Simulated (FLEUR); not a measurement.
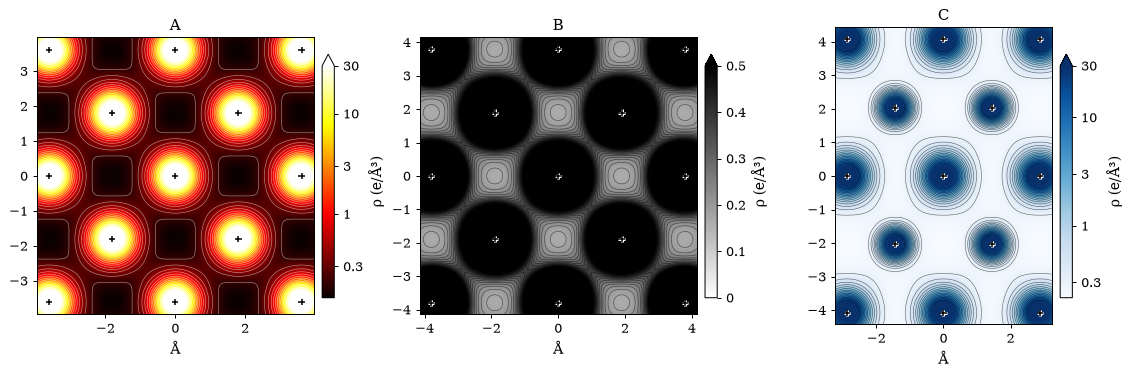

The total electron density of 3 systems, each on a plane through atoms (crosses mark nuclei in the plane).

These are results of FLEUR MaX-R8.1 (later development tree), Kohn-Sham DFT of a periodic cell, PBE, all-electron, not measurements.

System 1: AlNi, the (011̄) plane of the conventional cell. Space group Pm-3m; spin-polarised.

System 2: Cu, the (100) plane of the conventional cell. Space group Fm-3m.

```yaml
crystal:
  lattice:
    - [3.61500, 0.00000, 0.00000]
    - [0.00000, 3.61500, 0.00000]
    - [0.00000, 0.00000, 3.61500]
  atoms:
    - { symbol: Cu, position: [0.00000, 0.00000, 0.00000] }
    - { symbol: Cu, position: [0.50000, 0.50000, 0.00000] }
    - { symbol: Cu, position: [0.50000, 0.00000, 0.50000] }
    - { symbol: Cu, position: [0.00000, 0.50000, 0.50000] }
```

System 3: Rh, the (010) plane of the conventional cell. Space group Fm-3m.

```yaml
crystal:
  lattice:
    - [3.79570, 0.00000, 0.00000]
    - [0.00000, 3.79570, 0.00000]
    - [0.00000, 0.00000, 3.79570]
  atoms:
    - { symbol: Rh, position: [0.00000, 0.00000, 0.00000] }
    - { symbol: Rh, position: [0.50000, 0.50000, 0.00000] }
    - { symbol: Rh, position: [0.50000, 0.00000, 0.50000] }
    - { symbol: Rh, position: [0.00000, 0.50000, 0.50000] }
```

Which map belongs to which system?

Panel A is system 2, Cu: the plane holds Cu. Cu–Cu (2.56 Å): the density is about 0.27 e/Å³ at the midpoint. Panel B is system 3, Rh: the plane holds Rh. Rh–Rh (2.68 Å): ρ at the midpoint is about 0.38 e/Å³. Panel C is system 1, AlNi: the plane holds Ni and Al. Al–Ni (2.50 Å): ρ at the midpoint is about 0.3 e/Å³, with its minimum of 0.27 e/Å³ about 1.0 Å from Al.
